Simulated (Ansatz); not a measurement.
**Two runs on TiO**

System: TiO (6 atoms in the cell).
Method of run A: DFT r2SCAN, scalar-relativistic, plane waves, PAW, spin-polarised (Ansatz 0.2.0).

The structure derives from a Materials Project entry. Text and figures count atoms from 1; the logs count them from 0 in places.

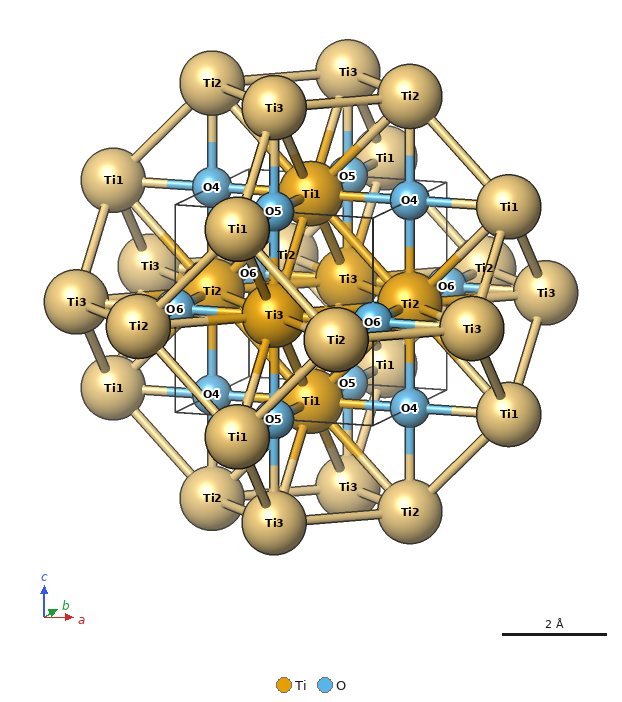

Fig. 1: The structure as given in the input (ball-and-stick view of the cell of the calculation, seen slightly off an axis; neighbours outside the cell are drawn fainter; atoms are numbered from 1 in the order of the input). An atom can appear more than once, as a periodic image. Near neighbours in the periodic cell (some may lie outside the picture): Ti has 4 O at 2.04 Å and 8 Ti at 2.89 Å; O has 4 Ti at 2.04 Å.

## Input file, run A
```yaml
crystal:
  lattice:
    - [4.086668, 0.0, 0.0]
    - [0.0, 4.086668, 0.0]
    - [0.0, 0.0, 4.086668]
  atoms:
    - { symbol: Ti, position: [0.5, 0.5, 0.0] }
    - { symbol: Ti, position: [0.0, 0.5, 0.5] }
    - { symbol: Ti, position: [0.5, 0.0, 0.5] }
    - { symbol: O, position: [0.0, 0.5, 0.0] }
    - { symbol: O, position: [0.5, 0.0, 0.0] }
    - { symbol: O, position: [0.0, 0.0, 0.5] }
basis:
  ecutwfc: 500
kpoints:
  mp_grid: { grid: [10, 10, 10] }
hamiltonian:
  xc: r2scan
scf:
  occupations: { method: gaussian, width: 0.1 }
  lower_state_search: "off"
output:
  forces: true
  stress: true
  eigenvalues: true
magnetization:
  spin_polarized: true
  initial_magnetization: 0.0
  spin_locking: { lock_magnetization: hard }
```

Launched with:
```bash
ansatz run input.yaml --threads 1 --pin off --max-ram 2560MiB --backend cpu --events-out ev --progress --plain --runs-dir out
```

Hardware: 1 thread of Intel Xeon @ 2.50GHz (Skylake/Cascade Lake), 189 GiB of memory available, shared host.

## Output, shortened to warnings, some set-up lines, iterations and results (run A)
```
Warning: output.stress: scf.convergence.dr2_threshold = 1e-7 eV (the SCF's general default) is looser than the 6e-10 eV advised for a printed stress (1e-10 eV for each atom of the cell: 6). What an SCF threshold leaves in a stress goes as its square root, and in the free energy as the threshold itself, and one threshold admits the most on a small cell: of the crystals measured, under no hybrid …
Basis set: ecut = 500 eV, 1743 PW (Γ), exchange–correlation on 120×120×120 points (64 copies of the dense FFT grid, shifted against one another)
Symmetry: 48 space group operations
k-points: 56 of 1000
Initial density: superposition of atomic densities (chi_scale 0.1, normalization cell, long waves kept (reshape's long-wave potential 0.03 eV rms))
[...]
SCF iter   1: F=—  HF=-9227.863130 eV  |F-HF|=—  |Δ(HF+E_count)|=         —  Δρ=4.12e-2 (↑4.12e-2 ↓4.12e-2)  dr2=6.23e0  dr2_τ=2.65e-2  dr2_m=0.00e0  M=0.000 μB ∫|m|=0.000 μB …
SCF iter   2: F=—  HF=-9227.314821 eV  |F-HF|=—  |Δ(HF+E_count)|=   5.48e-1  Δρ=2.10e-2 (↑2.10e-2 ↓2.10e-2)  dr2=2.16e0  dr2_τ=1.57e-2  dr2_m=0.00e0  M=0.000 μB ∫|m|=0.000 μB …
SCF iter   3: F=—  HF=-9227.249423 eV  |F-HF|=—  |Δ(HF+E_count)|=   6.54e-2  Δρ=1.26e-2 (↑1.26e-2 ↓1.26e-2)  dr2=1.03e0  dr2_τ=5.00e-3  dr2_m=0.00e0  M=0.000 μB ∫|m|=0.000 μB …
SCF iter   4: F=—  HF=-9227.066795 eV  |F-HF|=—  |Δ(HF+E_count)|=   1.83e-1  Δρ=4.31e-3 (↑4.31e-3 ↓4.31e-3)  dr2=1.37e-1  dr2_τ=4.74e-4  dr2_m=0.00e0  M=0.000 μB ∫|m|=0.000 …
SCF iter   5: F=—  HF=-9227.044315 eV  |F-HF|=—  |Δ(HF+E_count)|=   2.25e-2  Δρ=1.73e-3 (↑1.73e-3 ↓1.73e-3)  dr2=1.13e-2  dr2_τ=1.77e-4  dr2_m=0.00e0  M=0.000 μB ∫|m|=0.000 …
SCF iter   6: F=—  HF=-9227.043354 eV  |F-HF|=—  |Δ(HF+E_count)|=   9.61e-4  Δρ=5.95e-4 (↑5.95e-4 ↓5.95e-4)  dr2=1.48e-3  dr2_τ=1.65e-5  dr2_m=0.00e0  M=0.000 μB ∫|m|=0.000 …
SCF iter   7: F=—  HF=-9227.043578 eV  |F-HF|=—  |Δ(HF+E_count)|=   2.24e-4  Δρ=1.68e-4 (↑1.68e-4 ↓1.68e-4)  dr2=9.48e-5  dr2_τ=6.12e-7  dr2_m=0.00e0  M=0.000 μB ∫|m|=0.000 …
SCF iter   8: F=—  HF=-9227.043614 eV  |F-HF|=—  |Δ(HF+E_count)|=   3.55e-5  Δρ=4.54e-5 (↑4.54e-5 ↓4.54e-5)  dr2=6.37e-6  dr2_τ=4.63e-8  dr2_m=0.00e0  M=0.000 μB ∫|m|=0.000 …
SCF iter   9: F=-9227.043614 eV  HF=-9227.043614 eV  |F-HF|=1.29e-8  |Δ(HF+E_count)|=   6.35e-7  Δρ=6.14e-6 (↑6.14e-6 ↓6.14e-6)  dr2=7.87e-8  dr2_τ=2.57e-9  dr2_m=0.00e0  …
SCF 1 converged in 9 iterations: F = -9227.043614 eV  dr2 = 7.87e-8
SCF converged after 9 iterations
Stability checked in part: among states of this total moment the steps that led to this state did not find it unstable. No probe was made; neither looks for a lower state of another moment (fixed_total_moment; see scf.lower_state_search)
Magnetization: 0.0000 μB (27.0000 up, 27.0000 down)
Absolute magnetization: 0.0000 μB (∫|ρ↑−ρ↓|)
Spin contamination: 0.0000 ħ² per cell (⟨S²⟩ above its minimum at these occupations)
Per-site moments (μB) at R_I (Å): [(0.0, 0.8428752750000001), (0.0, 0.8428752750000001), (0.0, 0.8428752750000001), (0.0, 0.8428752750000001), (0.0, 0.8428752750000001), (0.0, 0.8428752750000001)]
Free energy (F): -9227.043614 eV
Harris-Foulkes:  -9227.043614 eV  (|F-HF|=1.29e-8)
Internal energy: -9227.017210 eV  (E = F + TS)
E sigma→0 (E₀):  -9227.030412 eV
Entropy (-TS):   -0.026405 eV (-4.401 meV/atom)
Fermi energy:    12.879198 (↑ 12.879198, ↓ 12.879198) eV
--- Per-component energies (eV) ---
  E_band       = -516.038436
  E_kinetic    = 1350.525321
  E_local      = -3338.105052  (includes V_loc(G=0)·N_el)
  E_nonlocal   = 160.301038
  E_hartree    = 1315.607384
  E_xc         = -501.774090
  E_vxc        = -719.305118  (∫ρ·V_xc dr)
  E_paw        = -3648.668561  (= ΣΔE_a)
  E_vpaw       = -648.450730  (= ΣTr[D̂ρ^β])
  E_aug_tail   = 0.003204  (compensation charges beyond the density's cutoff)
  E_vtau       = 47.792311  (kinetic-family band-sum trace: ∫τ·v_τ [+ j·A + Jᵃ·Aᵃ] dr)
  E_ewald      = -4564.050259
  E_core_change = -0.856194  (= ΣΔE_core)
  E_smearing   = -0.026405  (= −TS)
  E_closure    = -0.000000  (closes the sum)
  Σ components = -9227.043614   (vs F -9227.043614, Δ=0.00e0)
--- Forces (eV/Å), atoms counted from 1 ---
  atom   1  Ti     0.00000000    -0.00000000     0.00000000
  atom   2  Ti     0.00000000     0.00000000    -0.00000000
  atom   3  Ti     0.00000000    -0.00000000    -0.00000000
  atom   4  O      0.00000000     0.00000000    -0.00000000
  atom   5  O     -0.00000000    -0.00000000    -0.00000000
  atom   6  O      0.00000000    -0.00000000     0.00000000
  max |Σ_I F_I| component: 1.44e-28 eV/Å
--- Stress (GPa, compression-positive) ---
       -4.790777      -0.000000       0.000000
       -0.000000      -4.790777       0.000000
        0.000000       0.000000      -4.790777
  P = ⅓ Tr σ = -4.7908 GPa (-47.908 kbar)
```

The input of run B differs as follows (lines with − go, lines with + come):
```diff
-  initial_magnetization: 0.0
+  initial_magnetization: 2.0
```

How does run B compare with run A?

The total moment is fixed by the input in run A and run B, so the state need not be the lowest. With the same functional and potentials, run B lies 2.3 meV per atom higher. The net moment of the cell goes from 0.00 to 2.00 μB. The pressure goes from −4.79 to −3.74 GPa. The SCF takes 15 iterations against 9. On the same kind of shared host run B took about 2.6 times as long.

## Output, shortened to warnings, some set-up lines, iterations and results (run B)
```
Warning: This run holds its total moment fixed (magnetization.spin_locking.lock_magnetization: hard) and mixes its density by anderson or broyden (scf.mixing.algorithm, typed or taken by auto). Slabs with a fixed moment have converged under broyden above another state at the same moment, at the default mixing steps and at smaller ones, and under scf.lower_state_search: standard, light or off a …
Warning: output.stress: scf.convergence.dr2_threshold = 1e-7 eV (the SCF's general default) is looser than the 6e-10 eV advised for a printed stress (1e-10 eV for each atom of the cell: 6). What an SCF threshold leaves in a stress goes as its square root, and in the free energy as the threshold itself, and one threshold admits the most on a small cell: of the crystals measured, under no hybrid …
Basis set: ecut = 500 eV, 1743 PW (Γ), exchange–correlation on 120×120×120 points (64 copies of the dense FFT grid, shifted against one another)
Symmetry: 48 space group operations
k-points: 56 of 1000
Initial density: superposition of atomic densities (chi_scale 0.1, normalization cell, long waves kept (reshape's long-wave potential 0.03 eV rms))
[...]
SCF iter   1: F=—  HF=-9227.496907 eV  |F-HF|=—  |Δ(HF+E_count)|=         —  Δρ=5.82e-2 (↑5.82e-2 ↓2.87e-2)  dr2=6.41e0  dr2_τ=3.91e-2  dr2_m=2.15e-1  M=2.000 μB ∫|m|=2.010 …
SCF iter   2: F=—  HF=-9227.211844 eV  |F-HF|=—  |Δ(HF+E_count)|=   2.85e-1  Δρ=2.10e-2 (↑2.10e-2 ↓2.08e-2)  dr2=2.08e0  dr2_τ=1.83e-2  dr2_m=4.66e-3  M=2.000 μB ∫|m|=2.023 …
SCF iter   3: F=—  HF=-9227.230141 eV  |F-HF|=—  |Δ(HF+E_count)|=   1.83e-2  Δρ=1.44e-2 (↑1.44e-2 ↓1.43e-2)  dr2=1.18e0  dr2_τ=3.72e-3  dr2_m=3.21e-4  M=2.000 μB ∫|m|=2.019 …
SCF iter   4: F=—  HF=-9227.092116 eV  |F-HF|=—  |Δ(HF+E_count)|=   1.38e-1  Δρ=7.46e-3 (↑7.46e-3 ↓6.63e-3)  dr2=3.09e-1  dr2_τ=1.11e-3  dr2_m=6.48e-4  M=2.000 μB ∫|m|=2.047 …
SCF iter   5: F=—  HF=-9226.978883 eV  |F-HF|=—  |Δ(HF+E_count)|=   1.13e-1  Δρ=6.29e-3 (↑6.29e-3 ↓6.20e-3)  dr2=5.53e-2  dr2_τ=1.26e-3  dr2_m=1.28e-4  M=2.000 μB ∫|m|=2.071 …
[... 6 lines ...]
SCF iter  12: F=—  HF=-9227.029986 eV  |F-HF|=—  |Δ(HF+E_count)|=   1.07e-5  Δρ=6.83e-5 (↑6.83e-5 ↓6.77e-5)  dr2=5.33e-6  dr2_τ=2.00e-7  dr2_m=1.00e-8  M=2.000 μB ∫|m|=2.031 …
SCF iter  13: F=—  HF=-9227.029991 eV  |F-HF|=—  |Δ(HF+E_count)|=   5.29e-6  Δρ=2.28e-5 (↑2.28e-5 ↓1.87e-5)  dr2=5.66e-7  dr2_τ=2.19e-8  dr2_m=1.93e-8  M=2.000 μB ∫|m|=2.031 …
SCF iter  14: F=—  HF=-9227.029991 eV  |F-HF|=—  |Δ(HF+E_count)|=   3.66e-7  Δρ=8.00e-6 (↑7.74e-6 ↓8.00e-6)  dr2=4.00e-8  dr2_τ=2.24e-9  dr2_m=9.29e-10  M=2.000 μB ∫|m|=2.031 …
SCF iter  15: F=-9227.029991 eV  HF=-9227.029991 eV  |F-HF|=5.15e-8  |Δ(HF+E_count)|=   4.96e-8  Δρ=5.76e-6 (↑5.76e-6 ↓5.60e-6)  dr2=2.18e-8  dr2_τ=1.14e-9  dr2_m=2.07e-10  …
SCF 1 converged in 15 iterations: F = -9227.029991 eV  dr2 = 2.18e-8
this state was not tested for a lower state beside it, because the mixer in use, unlike msr1, does not test its closes by its own steps (another_mixer; see scf.mixing.algorithm and scf.lower_state_search)
SCF converged after 15 iterations
Magnetization: 2.0000 μB (28.0000 up, 26.0000 down)
Absolute magnetization: 2.0327 μB (∫|ρ↑−ρ↓|, with the PAW one-centre terms)
Spin contamination: 0.0061 ħ² per cell (⟨S²⟩ above its minimum at these occupations)
Per-site moments (μB) at R_I (Å): [(0.3764982819392294, 0.8428752750000001), (0.3764982819392295, 0.8428752750000001), (0.3764982819392294, 0.8428752750000001), (0.0024980321082621695, 0.8428752750000001), (0.002498032108262454, 0.8428752750000001), (0.0024980321082626175, 0.8428752750000001)]
Free energy (F): -9227.029991 eV
Harris-Foulkes:  -9227.029991 eV  (|F-HF|=5.15e-8)
Internal energy: -9227.021614 eV  (E = F + TS)
E sigma→0 (E₀):  -9227.025803 eV
Entropy (-TS):   -0.008377 eV (-1.396 meV/atom)
Fermi energy:    12.946827 (↑ 13.130803, ↓ 12.820237) eV
--- Per-component energies (eV) ---
  E_band       = -514.948449
  E_kinetic    = 1351.303838
  E_local      = -3340.056876  (includes V_loc(G=0)·N_el)
  E_nonlocal   = 160.855558
  E_hartree    = 1316.997934
  E_xc         = -502.111699
  E_vxc        = -719.831288  (∫ρ·V_xc dr)
  E_paw        = -3649.107122  (= ΣΔE_a)
  E_vpaw       = -649.074973  (= ΣTr[D̂ρ^β])
  E_aug_tail   = 0.003205  (compensation charges beyond the density's cutoff)
  E_vtau       = 47.859047  (kinetic-family band-sum trace: ∫τ·v_τ [+ j·A + Jᵃ·Aᵃ] dr)
  E_ewald      = -4564.050259
  E_core_change = -0.856194  (= ΣΔE_core)
  E_smearing   = -0.008377  (= −TS)
  E_closure    = -0.000000  (closes the sum)
  Σ components = -9227.029991   (vs F -9227.029991, Δ=0.00e0)
--- Forces (eV/Å), atoms counted from 1 ---
  atom   1  Ti     0.00000000    -0.00000000     0.00000000
  atom   2  Ti     0.00000000    -0.00000000    -0.00000000
  atom   3  Ti     0.00000000    -0.00000000    -0.00000000
  atom   4  O      0.00000000    -0.00000000     0.00000000
  atom   5  O      0.00000000    -0.00000000    -0.00000000
  atom   6  O      0.00000000     0.00000000    -0.00000000
  max |Σ_I F_I| component: 1.24e-28 eV/Å
--- Stress (GPa, compression-positive) ---
       -3.744330       0.000000       0.000000
        0.000000      -3.744330       0.000000
        0.000000       0.000000      -3.744330
  P = ⅓ Tr σ = -3.7443 GPa (-37.443 kbar)
```

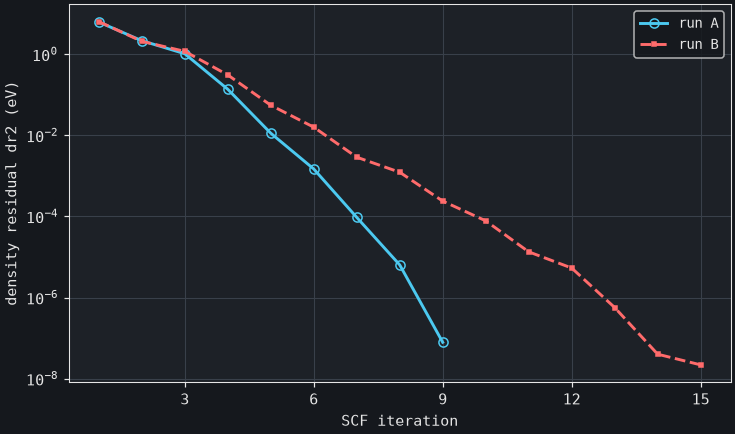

Fig. 2: Convergence of the two runs: density residual dr2 against the SCF iteration. Run A takes 9 iterations in all, and run B takes 15.

## The two runs side by side

| quantity | run A | run B |
| --- | --- | --- |
| outcome | converged | converged |
| free energy per atom (eV) | −1537.8406 | −1537.8383 |
| energy per atom, smearing taken to zero (eV) | −1537.8384 | −1537.8376 |
| gap on the mesh (eV) | 0.00 | 0.00 |
| net moment of the cell (μB) | 0.00 | 2.00 |
| absolute moment of the cell (μB) | 0.00 | 2.03 |
| pressure (GPa) | −4.79 | −3.74 |
| largest force (eV/Å) | 0.000 | 0.000 |
| SCF iterations | 9 | 15 |
| irreducible k-points | 56 | 56 |
| plane waves at Γ | 1743 | 1743 |
| wall time (shared host) | 29 s | 75 s |

For run A: Warnings: the SCF threshold is looser than advised for the printed stress. For run B: Warnings: the fixed-moment state was not checked against others; the state was not tested for a lower one; the SCF threshold is looser than advised for the printed stress.
